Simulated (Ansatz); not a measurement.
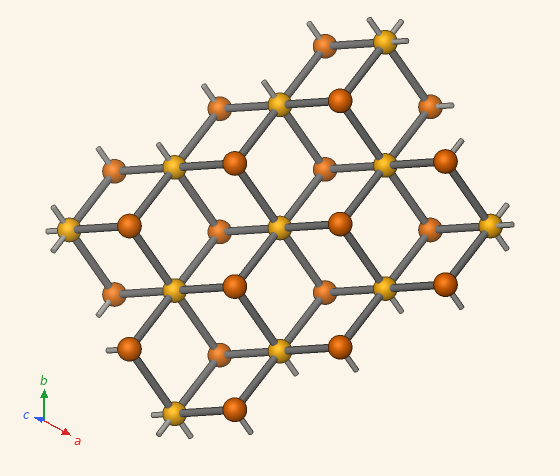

The picture shows a finite piece of the underlying net of a crystal structure, nodes on the atoms' positions. Nodes are coloured by topological kind. One layer is drawn. Short stubs are edges that leave the cut-out.

Describe the net.

Answer. A binodal (3,6)-connected, two-periodic (layers) net. It is the kgd net, known from the layers of CdI2 (1T type).

Give point symbol and coordination sequence of each kind of node.

Answer. 3-connected node: 4³, sequence 3, 12, 9, 24, 15; 6-connected node: 4⁶·6⁶·8³, sequence 6, 6, 18, 12, 30.

Where the net comes from. System MoS₂ (space group R-3m, No. 166); source of the atomic positions: the input geometry of an electronic-structure calculation (not necessarily at equilibrium); the starting structure was generated, so it need not be a known form of this composition. Bonds are taken as Mo–S below 2.7 Å. Atoms with one bond or none are removed and atoms with two bonds are replaced by edges, until no such atom is left. S is a 3-connected node; Mo is a 6-connected node, in the ratio 2:1.
